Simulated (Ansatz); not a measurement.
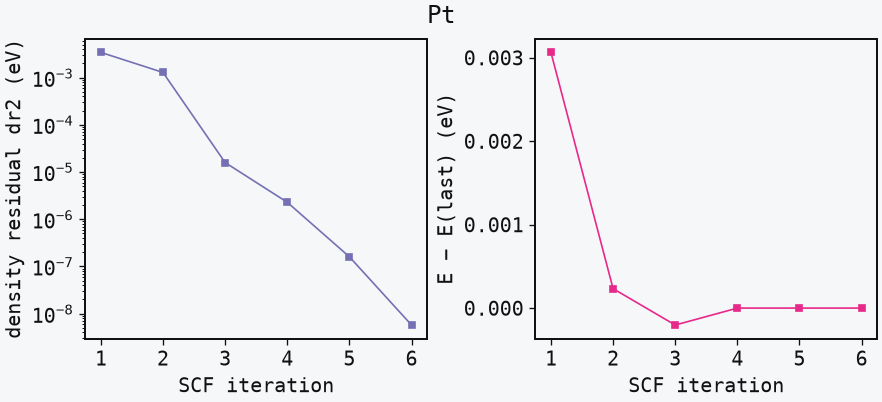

The plot shows the SCF iterations of a calculation: density residual dr2, Harris–Foulkes energy less its last value. The starting density is a sum of atomic densities corrected by a trained network.

Pt (2 atoms in the cell), run with Ansatz.

```
crystal:
  lattice:
    - [0.0, -1.9579, -1.9579]
    - [0.0, 1.9579, -1.9579]
    - [3.9158, 0.0, 0.0]
  atoms:
    - { symbol: Pt, position: [0.5670361101, 0.5670361101, 0.5] }
    - { symbol: Pt, position: [-0.0670361101, -0.0670361101, 0.0] }
basis:
  ecutwfc: 420
  ecutrho_ratio: 1
kpoints:
  mp_grid: { grid: [18, 18, 12] }
hamiltonian:
  xc: pbe
scf:
  occupations: { method: gaussian, width: 0.15 }
  max_iter: 80
output:
  forces: true
  eigenvalues: true
  stress: true
```

Launched with:
```bash
ansatz run input.yaml --threads 2 --pin off --max-ram 5120MiB --backend cpu --events-out ev --progress --plain --runs-dir out
```

**How did this run end?**

Converged, in 6 iterations. The residual falls at every step. From the first spectrum the program read the system as a metal and chose the Kerker preconditioner.

**Read the residual at the first and at the last step drawn.**

It starts near 3 × 10⁻³ and ends near 6 × 10⁻⁹ eV.

**Is anything amiss with this input?**

The input holds an odd setting (a density cutoff under four times that of the waves). The SCF closed, but its energy differs from that of a run with usual settings by more than 1 meV per atom.
